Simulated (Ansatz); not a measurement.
Convergence test: the smearing width is varied and all else is held.
Si (Fd-3m, 2 atoms in the cell); Ansatz, DFT, r2SCAN, plane waves (500 eV) with PAW, scalar-relativistic; 10×10×10 k-mesh, Methfessel–Paxton smearing.
ΔE is the free energy less its value at the smallest setting, 0.01 eV.
Dashed lines or grey bands mark the tolerance: 1 meV/atom.
Values: 1 eV, 0.6 eV, 0.3 eV, 0.2 eV, 0.1 eV, 0.03 eV and 0.01 eV.

Q: How do the results converge (to 1 meV/atom)?

A: The free energy is within 1 meV/atom of the smallest setting's value from 0.3 eV down. It is off by +11 meV/atom at 1 eV and +1.9 meV/atom at 0.6 eV.

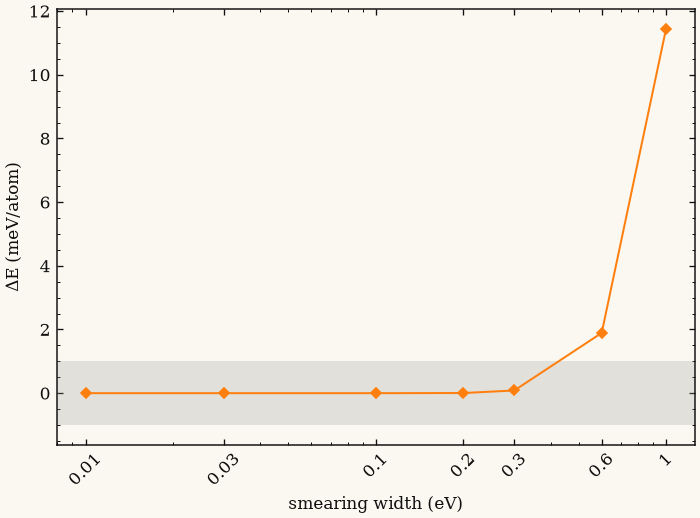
